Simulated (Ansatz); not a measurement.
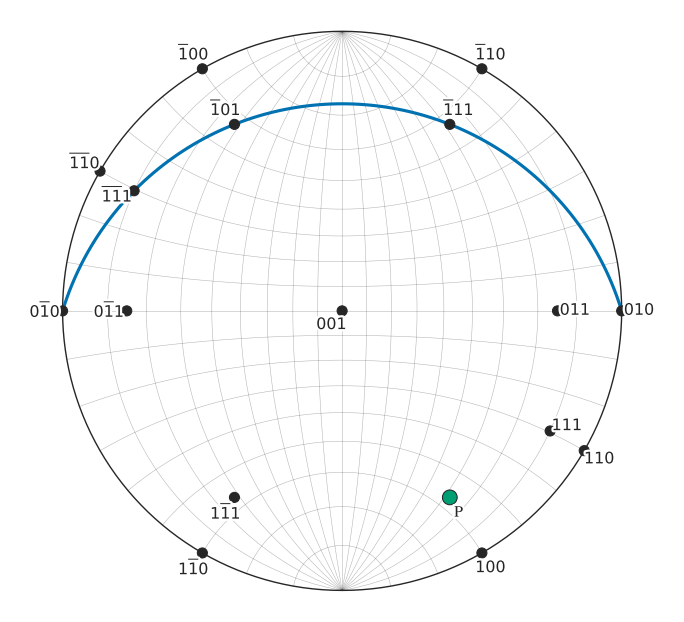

Crystal: O, the geometry relaxed with DFT PBE+D3(BJ), scalar-relativistic, plane waves, PAW (Ansatz). Stereographic projection of plane normals (upper hemisphere) centred on (0 0 1). Symmetry computed with spglib at a tolerance of 0.002 Å; standard conventional cell.

a = 3.538 Å, b = 3.538 Å, c = 11.616 Å, α = 90.00°, β = 90.00°, γ = 120.00°.

Index the pole marked P.

P is (1 0 1), in four indices (1 0 −1 1), 75.2° from the centre.

Which zone does the coloured great circle trace?

The zone [1 0 1]: its poles satisfy h + l = 0.

What is the angle between the normals of (−1 1 0) and (1 0 0), and what are their d_hkl = 1/|g|?

120.0°; d = 3.064 Å and 3.064 Å.
